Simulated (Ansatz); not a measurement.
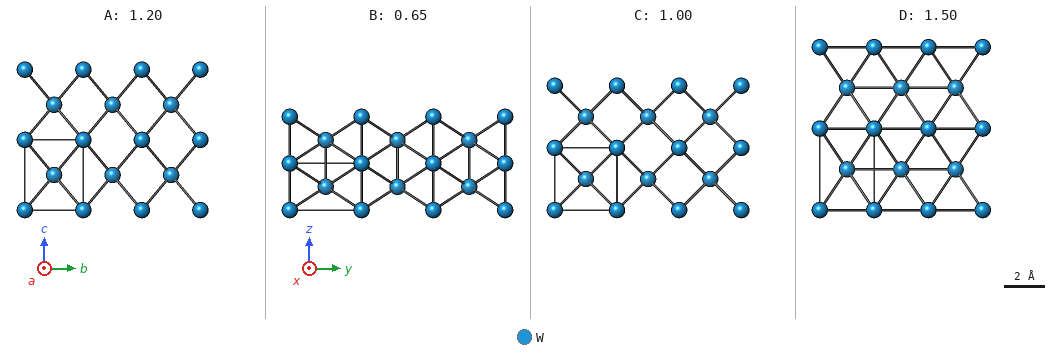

A scan of solid W (Im-3m): the ratio of the cell's length along z to its lengths across, counted as 1 for the reference, is changed at fixed volume (a tetragonal or Bain path), with the atoms kept at their fractional coordinates. x, y and z are the Cartesian axes of the input. A ball-and-stick model of the conventional cell (2 times the calculation's cell), repeated 2 × 3 × 2 with one cell outlined, seen along the a axis. Lengths and directions refer to the drawn axes.

The calculation used Ansatz, DFT PBE, scalar-relativistic, plane waves, PAW. (plane-wave cutoff 420 eV; k-point mesh 30 × 30 × 30; occupations gaussian; smearing width 0.15 eV; no spin polarisation). Energies (free energies at the smearing named) are counted from the relaxed crystal.

Question: Order these geometries by energy, lowest first.

Answer: Lowest first: C (the relative ratio 1.00, 0 meV/atom), A (the relative ratio 1.20, 260 meV/atom), D (the relative ratio 1.50, 456 meV/atom), B (the relative ratio 0.65, 1120 meV/atom). Over the whole scan: of the computed points the lowest is at the relative ratio 1.00, 0 meV/atom. A local maximum lies at 1.414 (486 meV/atom). The end points stand at 1120 meV/atom (0.65) and 456 meV/atom (1.50). The distortion takes the space group from Im-3m to I4/mmm, except for Fm-3m at 1.414. At the relative ratio 1.50 the cell of the drawing goes a 3.184 → 2.781 Å, b 3.184 → 2.781 Å, c 3.184 → 4.172 Å.
